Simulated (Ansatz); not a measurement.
## What a change does: single-point calculation on NiSi$_{3}$

System: NiSi$_{3}$ (Pm-3m, 4 atoms in the cell).
Method of run A: DFT r2SCAN, scalar-relativistic, plane waves, PAW, spin-polarised (Ansatz 0.2.0).

The structure was built on a prototype by a generator; it need not be a known phase. Text and figures count atoms from 1; the logs count them from 0 in places.

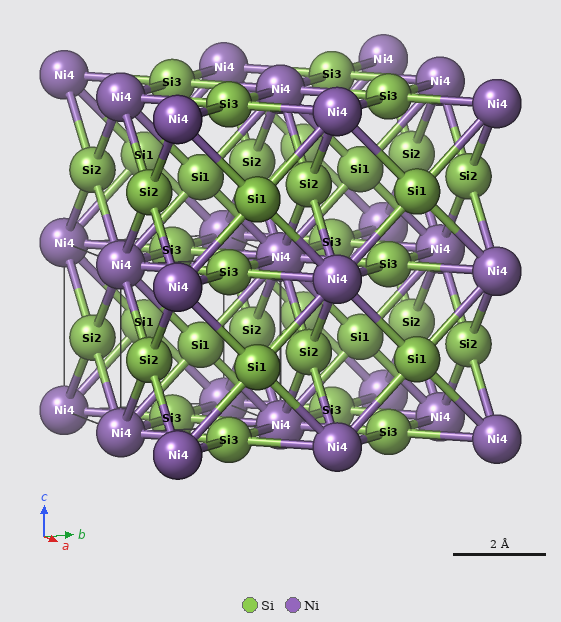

The input geometry (ball-and-stick view of the cell of the calculation, repeated 2 × 2 × 2, seen slightly off an axis; atoms are numbered from 1 in the order of the input). An atom can appear more than once, as a periodic image.

## Input file, run A
```yaml
crystal:
  lattice:
    - [3.7003493966, 0.0, 0.0]
    - [0.0, 3.7003493966, 0.0]
    - [0.0, 0.0, 3.7003493966]
  atoms:
    - { symbol: Si, position: [0.0, 0.5, 0.5] }
    - { symbol: Si, position: [0.5, 0.0, 0.5] }
    - { symbol: Si, position: [0.5, 0.5, 0.0] }
    - { symbol: Ni, position: [0.0, 0.0, 0.0], spin: 2.5 }
basis:
  ecutwfc: 500
kpoints:
  mp_grid: { grid: [12, 12, 12] }
hamiltonian:
  xc: r2scan
scf:
  occupations: { method: gaussian, width: 0.1 }
  lower_state_search: "off"
output:
  forces: true
  stress: true
  eigenvalues: true
  populations: true
magnetization:
  spin_polarized: true
```

Launched with:
```bash
ansatz run input.yaml --threads 1 --pin off --max-ram 2560MiB --backend cpu --events-out ev --progress --plain --runs-dir out
```

Hardware: 1 thread of Arm Neoverse V1, 24 GiB of memory available, shared host.

## Output, shortened to warnings, some set-up lines, iterations and results (run A)
```
WARN: the starting moments were not kept: the SCF closed with an absolute magnetisation of 4.4e-6 μB, where they sum to 2.5 μB in size (1 site). That is at most 0.1 of that sum. Measured as dr2_m measures the in/out step, that magnetisation stands 4.7e-12 eV from none, at or under the dr2_threshold of 1.0e-7 eV: it is no larger than a step whose dr2_m would equal this threshold. The system may …
Basis set: ecut = 500 eV, 1309 PW (Γ), exchange–correlation on 108×108×108 points (64 copies of the dense FFT grid, shifted against one another)
Symmetry: 48 space group operations
k-points: 84 of 1728
Initial density: superposition of atomic densities (chi_scale 0.1, normalization cell)
[...]
SCF iter   1: F=-7754.836776 eV  HF=-7760.568921 eV  |F-HF|=5.73e0  |Δ(HF+E_count)|=         —  Δρ=1.84e-1 (↑5.74e-2 ↓1.84e-1)  dr2=8.13e0  dr2_τ=7.82e-2  dr2_m=6.59e0  …
SCF iter   2: F=-7759.971655 eV  HF=-7760.523022 eV  |F-HF|=5.51e-1  |Δ(HF+E_count)|=   4.59e-2  Δρ=8.74e-2 (↑8.74e-2 ↓4.10e-2)  dr2=8.27e-1  dr2_τ=1.07e-2  dr2_m=1.79e0  …
SCF iter   3: F=-7760.199344 eV  HF=-7760.675393 eV  |F-HF|=4.76e-1  |Δ(HF+E_count)|=   1.52e-1  Δρ=8.30e-2 (↑4.73e-2 ↓8.30e-2)  dr2=1.09e0  dr2_τ=1.14e-2  dr2_m=1.92e0  …
SCF iter   4: F=-7757.657848 eV  HF=-7760.930272 eV  |F-HF|=3.27e0  |Δ(HF+E_count)|=   2.55e-1  Δρ=7.64e-2 (↑7.64e-2 ↓2.45e-2)  dr2=3.98e0  dr2_τ=8.27e-3  dr2_m=3.36e-1  …
SCF iter   5: F=-7760.594850 eV  HF=-7760.765377 eV  |F-HF|=1.71e-1  |Δ(HF+E_count)|=   1.65e-1  Δρ=4.90e-2 (↑4.90e-2 ↓1.89e-2)  dr2=3.66e-1  dr2_τ=5.49e-3  dr2_m=5.31e-1  …
[... 17 lines ...]
SCF iter  23: F=-7760.953427 eV  HF=-7760.953427 eV  |F-HF|=1.31e-7  |Δ(HF+E_count)|=   3.27e-6  Δρ=3.69e-5 (↑3.69e-5 ↓9.96e-6)  dr2=3.52e-7  dr2_τ=1.58e-9  dr2_m=2.47e-7  …
SCF iter  24: F=-7760.953428 eV  HF=-7760.953427 eV  |F-HF|=2.88e-7  |Δ(HF+E_count)|=   2.45e-7  Δρ=9.03e-6 (↑9.03e-6 ↓6.54e-6)  dr2=2.74e-9  dr2_τ=5.64e-11  dr2_m=2.81e-8  …
SCF iter  25: F=-7760.953428 eV  HF=-7760.953428 eV  |F-HF|=1.81e-9  |Δ(HF+E_count)|=   4.13e-7  Δρ=9.98e-7 (↑9.98e-7 ↓3.27e-7)  dr2=2.98e-10  dr2_τ=1.28e-12  dr2_m=1.43e-10  …
SCF iter  26: F=-7760.953428 eV  HF=-7760.953428 eV  |F-HF|=1.91e-11  |Δ(HF+E_count)|=  8.59e-10  Δρ=7.72e-7 (↑7.72e-7 ↓7.03e-7)  dr2=8.26e-10  dr2_τ=8.92e-13  dr2_m=4.36e-12 …
SCF 1 converged in 26 iterations: F = -7760.953428 eV  dr2 = 8.26e-10
this state was not tested for a lower state beside it, because the mixer in use, unlike msr1, does not test its closes by its own steps (another_mixer; see scf.mixing.algorithm and scf.lower_state_search)
SCF converged after 26 iterations
Magnetization: -0.0000 μB (15.0000 up, 15.0000 down)
Absolute magnetization: 0.0000 μB (∫|ρ↑−ρ↓|, with the PAW one-centre terms)
Spin contamination: 0.0000 ħ² per cell (⟨S²⟩ above its minimum at these occupations)
Per-site moments (μB) at R_I (Å): [(9.974640904350475e-9, 1.0793236373268564), (9.974641009878498e-9, 1.0793236373268564), (9.974640895429124e-9, 1.0793236373268564), (-1.3326406710015867e-6, 1.0793236373268564)]
Free energy (F): -7760.953428 eV
Harris-Foulkes:  -7760.953428 eV  (|F-HF|=1.91e-11)
Internal energy: -7760.942995 eV  (E = F + TS)
E sigma→0 (E₀):  -7760.948211 eV
Entropy (-TS):   -0.010433 eV (-2.608 meV/atom)
Fermi energy:    13.490414 eV
--- Per-component energies (eV) ---
  E_band       = -311.960938
  E_kinetic    = 412.154077
  E_local      = -4982.054724  (includes V_loc(G=0)·N_el)
  E_nonlocal   = 717.702035
  E_hartree    = 2186.712028
  E_xc         = -236.612355
  E_vxc        = -272.662324  (∫ρ·V_xc dr)
  E_paw        = -3206.216806  (= ΣΔE_a)
  E_vpaw       = -576.058993  (= ΣTr[D̂ρ^β])
  E_aug_tail   = 0.000274  (compensation charges beyond the density's cutoff)
  E_vtau       = 15.537386  (kinetic-family band-sum trace: ∫τ·v_τ [+ j·A + Jᵃ·Aᵃ] dr)
  E_ewald      = -2652.098155
  E_core_change = -0.529368  (= ΣΔE_core)
  E_smearing   = -0.010433  (= −TS)
  E_closure    = -0.000000  (closes the sum)
  Σ components = -7760.953428   (vs F -7760.953428, Δ=0.00e0)
--- Forces (eV/Å), atoms counted from 1 ---
  atom   1  Si     0.00000000     0.00000000    -0.00000000
  atom   2  Si    -0.00000000     0.00000000     0.00000000
  atom   3  Si    -0.00000000    -0.00000000     0.00000000
  atom   4  Ni    -0.00000000     0.00000000    -0.00000000
  max |Σ_I F_I| component: 2.07e-30 eV/Å
--- Stress (GPa, compression-positive) ---
       -1.273212       0.000000       0.000000
        0.000000      -1.273212       0.000000
        0.000000       0.000000      -1.273212
  P = ⅓ Tr σ = -1.2732 GPa (-12.732 kbar)
--- Löwdin populations: 4 sites ---
  site symbol       q [e]    m [muB]
     0     Si      3.9724    -0.0000
     1     Si      3.9724    -0.0000
     2     Si      3.9724    -0.0000
     3     Ni     17.5442    -0.0000
  spilling = 0.017952 (of n_electrons = 30.000000)
```

The input of run B differs as follows (lines with − go, lines with + come):
```diff
-    - { symbol: Ni, position: [0.0, 0.0, 0.0], spin: 2.5 }
+    - { symbol: Ni, position: [0.0, 0.0, 0.0] }
-  populations: true
-magnetization:
-  spin_polarized: true
```

Predict how the results change.

The energy is the same within 0.01 meV per atom. The SCF takes 9 iterations against 26. On the same kind of shared host run B took about 0.19 times as long. The two runs start from different initial densities, which also moves the count.

## Output, shortened to warnings, some set-up lines, iterations and results (run B)
```
Basis set: ecut = 500 eV, 1309 PW (Γ), exchange–correlation on 108×108×108 points (64 copies of the dense FFT grid, shifted against one another)
Symmetry: 48 space group operations
k-points: 84 of 1728
Initial density: superposition of atomic densities (neutral atoms: chi_scale 0, normalization atom), corrected by the library's trained network
[...]
SCF iter   1: F=-7759.778499 eV  HF=-7761.004111 eV  |F-HF|=1.23e0  |Δ(HF+E_count)|=         —  Δρ=5.70e-2  dr2=1.47e0  dr2_τ=7.37e-2  ethr=1.77e-3  ⟨swp⟩=5.5  Hψ=8408  …
SCF iter   2: F=-7757.490535 eV  HF=-7761.292711 eV  |F-HF|=3.80e0  |Δ(HF+E_count)|=   2.89e-1  Δρ=1.04e-1  dr2=3.72e0  dr2_τ=1.62e-2  ethr=1.77e-3  ⟨swp⟩=2.8  Hψ=4262  …
SCF iter   3: F=-7760.874966 eV  HF=-7760.968088 eV  |F-HF|=9.31e-2  |Δ(HF+E_count)|=   3.25e-1  Δρ=1.38e-2  dr2=1.14e-1  dr2_τ=1.93e-4  ethr=1.77e-3  ⟨swp⟩=2.6  Hψ=3878  …
SCF iter   4: F=-7760.896784 eV  HF=-7760.957737 eV  |F-HF|=6.10e-2  |Δ(HF+E_count)|=   1.04e-2  Δρ=1.47e-2  dr2=7.69e-2  dr2_τ=2.89e-4  ethr=3.81e-4  ⟨swp⟩=2.1  Hψ=2745  …
SCF iter   5: F=-7760.929790 eV  HF=-7760.955781 eV  |F-HF|=2.60e-2  |Δ(HF+E_count)|=   1.96e-3  Δρ=9.02e-3  dr2=2.96e-2  dr2_τ=1.66e-4  ethr=2.56e-4  ⟨swp⟩=1.2  Hψ=2529  …
SCF iter   6: F=-7760.953128 eV  HF=-7760.953449 eV  |F-HF|=3.22e-4  |Δ(HF+E_count)|=   2.33e-3  Δρ=9.11e-4  dr2=3.22e-4  dr2_τ=2.87e-6  ethr=9.87e-5  ⟨swp⟩=1.5  Hψ=1995  …
SCF iter   7: F=-7760.953425 eV  HF=-7760.953432 eV  |F-HF|=7.39e-6  |Δ(HF+E_count)|=   1.72e-5  Δρ=1.37e-4  dr2=9.57e-6  dr2_τ=3.68e-8  ethr=1.07e-6  ⟨swp⟩=2.0  Hψ=2205  …
SCF iter   8: F=-7760.953427 eV  HF=-7760.953428 eV  |F-HF|=5.90e-7  |Δ(HF+E_count)|=   4.34e-6  Δρ=3.97e-5  dr2=5.86e-7  dr2_τ=2.69e-9  ethr=3.19e-8  ⟨swp⟩=2.0  Hψ=2191  …
SCF iter   9: F=-7760.953428 eV  HF=-7760.953428 eV  |F-HF|=9.81e-10  |Δ(HF+E_count)|=   3.49e-8  Δρ=2.22e-6  dr2=3.07e-9  dr2_τ=2.52e-11  ethr=3.33e-10  ⟨swp⟩=5.4  Hψ=7029  …
SCF 1 converged in 9 iterations: F = -7760.953428 eV  dr2 = 3.07e-9
SCF converged after 9 iterations
Free energy (F): -7760.953428 eV
Harris-Foulkes:  -7760.953428 eV  (|F-HF|=9.81e-10)
Internal energy: -7760.942994 eV  (E = F + TS)
E sigma→0 (E₀):  -7760.948211 eV
Entropy (-TS):   -0.010433 eV (-2.608 meV/atom)
Fermi energy:    13.490419 eV
--- Per-component energies (eV) ---
  E_band       = -311.960535
  E_kinetic    = 412.154093
  E_local      = -4982.048623  (includes V_loc(G=0)·N_el)
  E_nonlocal   = 717.700958
  E_hartree    = 2186.706659
  E_xc         = -236.612499
  E_vxc        = -272.662530  (∫ρ·V_xc dr)
  E_paw        = -3206.216332  (= ΣΔE_a)
  E_vpaw       = -576.058445  (= ΣTr[D̂ρ^β])
  E_aug_tail   = 0.000274  (compensation charges beyond the density's cutoff)
  E_vtau       = 15.537399  (kinetic-family band-sum trace: ∫τ·v_τ [+ j·A + Jᵃ·Aᵃ] dr)
  E_ewald      = -2652.098155
  E_core_change = -0.529368  (= ΣΔE_core)
  E_smearing   = -0.010433  (= −TS)
  E_closure    = 0.000000  (closes the sum)
  Σ components = -7760.953428   (vs F -7760.953428, Δ=0.00e0)
--- Forces (eV/Å), atoms counted from 1 ---
  atom   1  Si     0.00000000     0.00000000     0.00000000
  atom   2  Si    -0.00000000     0.00000000    -0.00000000
  atom   3  Si    -0.00000000    -0.00000000    -0.00000000
  atom   4  Ni     0.00000000    -0.00000000     0.00000000
  max |Σ_I F_I| component: 8.87e-31 eV/Å
--- Stress (GPa, compression-positive) ---
       -1.273367       0.000000       0.000000
        0.000000      -1.273367       0.000000
        0.000000       0.000000      -1.273367
  P = ⅓ Tr σ = -1.2734 GPa (-12.734 kbar)
```

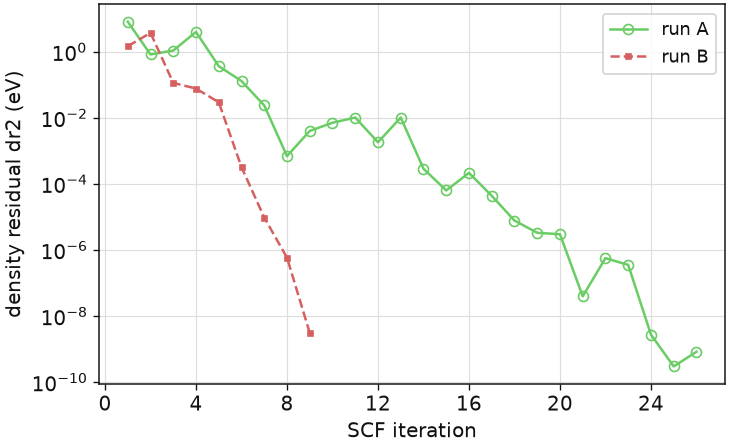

Convergence of the two runs: density residual dr2 against the SCF iteration. Run A takes 26 iterations in all, and run B takes 9.

## The two runs side by side

```tsv
quantity	run A	run B
outcome	converged	converged
free energy per atom (eV)	−1940.2384	−1940.2384
energy per atom, smearing taken to zero (eV)	−1940.2371	−1940.2371
gap on the mesh (eV)	0.00	0.00
net moment of the cell (μB)	0.00	–
absolute moment of the cell (μB)	0.00	–
pressure (GPa)	−1.27	−1.27
largest force (eV/Å)	0.000	0.000
SCF iterations	26	9
irreducible k-points	84	84
plane waves at Γ	1309	1309
wall time (shared host)	74 s	14 s
```

For run A: The electronic state found may not be the lowest one. Warnings: some starting moments were not kept; the state was not tested for a lower one. For run B: The run has no spin polarisation, so a magnetic state may lie lower.
